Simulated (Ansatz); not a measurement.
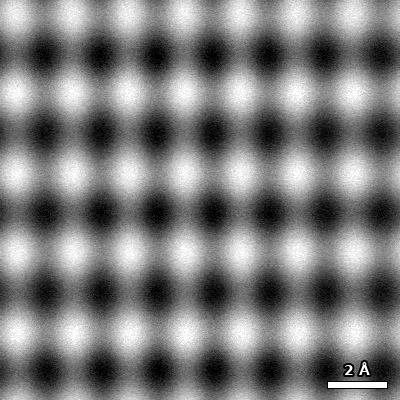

HRTEM-like image of Se (Pm-3m, No. 221) along [110]. Simulated in the weak-phase-object approximation with neutral-atom potentials: 300 kV, Cs = 0.60 mm, defocus −412 Å (negative is underfocus), defocus spread 30 Å, aperture 0.58 1/Å. Shot noise and a slight drift were added. Model: coordinates from a relaxation with DFT, PBEsol, plane waves (420 eV) with PAW, scalar-relativistic (Ansatz 0.2.0); the starting structure was generated, so it need not be a known form of this composition.

> Do the atom columns appear dark or bright, and why?

Dark. With positive Cs and underfocus sin χ is negative over the pass band, so the strongest columns (Se) come out darker than the background.

> What point resolution do these settings give, and which lattice spacings pass?

About 1.7 Å (0.66 |Cs|^(1/4) λ^(3/4) with λ = 0.0197 Å). The spacings that carry visible contrast are {100} at 2.79 Å, {110} at 1.97 Å.
